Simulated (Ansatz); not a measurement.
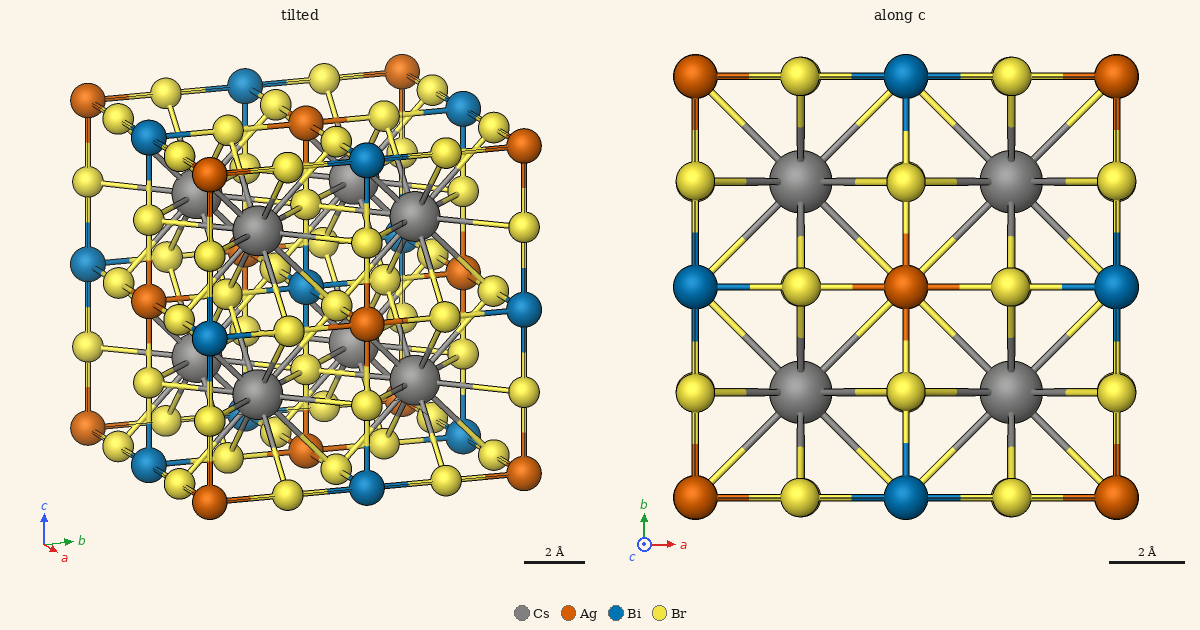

Shown here is a ball-and-stick view of the crystal, taken slightly off an axis and along the c axis. The edges of the conventional unit cell are marked.

Cs₂AgBiBr₆, double perovskite (elpasolite, K₂NaAlF₆ type), space group Fm-3m (No. 225), a = 11.345 Å, b = 11.345 Å, c = 11.345 Å, α = 90.00°, β = 90.00°, γ = 90.00°. Its origin is a structure type filled with these elements by a generator (whether the compound takes this form wasn't checked). Earlier steps of the study may have refined or changed the cell and positions. Ansatz was used for an electronic-structure calculation on it.

This one geometry was computed with Ansatz (DFT, plane waves, PAW) at six levels of theory: PBE with spin-orbit coupling, dielectric-dependent PBE0 (fraction 1/eps_inf of PBE), PBE, PBE0, LC-wPBE and LDA. It was relaxed beforehand with r2SCAN.

> Which level gives the highest pressure at this volume, and what does that say about its equilibrium volume?

Highest: PBE with spin-orbit coupling (0.9 GPa), dielectric-dependent PBE0 (fraction 1/eps_inf of PBE) (0.6 GPa), PBE (0.8 GPa) and PBE0 (0.4 GPa), which points to the largest equilibrium volume. Lowest, with the smallest volume: LDA (-2.3 GPa). Levels within 0.5 GPa of each other can't be told apart.

> How does the band gap change with the level of theory?

PBE with spin-orbit coupling: a gap of 1.05 eV, indirect; LDA: a gap of 1.12 eV, indirect; PBE: a gap of 1.28 eV, indirect; dielectric-dependent PBE0 (fraction 1/eps_inf of PBE): a gap of 2.49 eV, indirect; PBE0: a gap of 2.82 eV, indirect; LC-wPBE: a gap of 6.59 eV, indirect.

> Collect the results in a table.

| level | cutoff (eV) | k-mesh of the run's cell | gap (eV) | pressure (GPa) |
| --- | --- | --- | --- | --- |
| PBE with spin-orbit coupling | 420 | 4×4×4 | 1.05 | 0.9 |
| dielectric-dependent PBE0 (fraction 1/eps_inf of PBE) | 420 | 2×2×2 | 2.49 | 0.6 |
| PBE | 420 | 4×4×4 | 1.28 | 0.8 |
| PBE0 | 420 | 2×2×2 | 2.82 | 0.4 |
| LC-wPBE | 420 | 2×2×2 | 6.59 | -0.3 |
| LDA | 420 | 4×4×4 | 1.12 | -2.3 |

Gaps are taken on the k-mesh or band path of each run.
